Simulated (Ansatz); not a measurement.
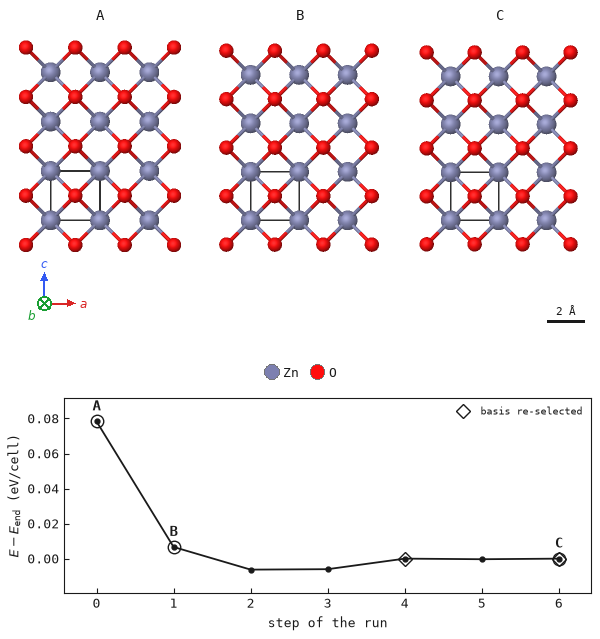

Frames of a relaxation of a crystal of ZnO (built on the CsCl type), marked on the history of the run. Style: ball-and-stick. Shown: the cell of the calculation, repeated 2 × 1 × 3 with one cell outlined, along the b axis.

The calculation used DFT, LDA, plane waves, PAW (Ansatz).

The input:
```yaml
crystal:
  lattice:
    - [2.6879425181, 0.0, 0.0]
    - [0.0, 2.6879425181, 0.0]
    - [0.0, 0.0, 2.6879425181]
  atoms:
    - { symbol: Zn, position: [0.0, 0.0, 0.0] }
    - { symbol: O, position: [0.5, 0.5, 0.5] }
kpoints:
  mp_grid: { grid: [8, 8, 8] }
hamiltonian:
  xc: lda
scf:
  occupations: { method: fermi_dirac, width: 0.02 }
relax:
  f_tol: 0.005
  cell: {}
```

Command:
```bash
ansatz run input.yaml --threads 2 --pin off --max-ram 2211MiB --backend cpu --events-out ev --progress --plain --runs-dir out
```

What happens along the run?

Over 4 accepted moves (6 points after the start) the energy falls by 78.3 meV per cell of the calculation. All forces vanish by symmetry, so only the cell relaxes. Pressure: −14.47 GPa at the start and −0.01 GPa at the end. At 2 points the geometry stayed and the basis and grid were re-selected for the new cell (energy shift of 6.0 meV per cell of the calculation at most each time). No atom moves by more than 0.005 Å relative to the cell. The drawn cell changes as follows: a = b = c 2.688 → 2.612 Å (−2.8 %); the volume changes by −8.2 %. Some distances before and after: Zn1–O2 2.328 → 2.262 Å. The space group stays Pm-3m (No. 221). From step 0 to 1: volume −5.3 %, energy −71.7 meV per cell of the calculation. From step 1 to 6: volume −3.1 %, energy −6.7 meV per cell of the calculation.

```csv
step,"E − E(0), meV/atom","pressure, GPa","volume, Å³/atom",note
0,0.00,-14.47,9.710,
1,-35.83,-5.69,9.196,
2,-42.29,0.91,8.891,
3,-42.17,-0.04,8.932,
4,-39.15,-0.52,8.932,"same geometry, new basis"
5,-39.32,0.00,8.909,
6,-39.16,-0.01,8.909,"same geometry, new basis"
```
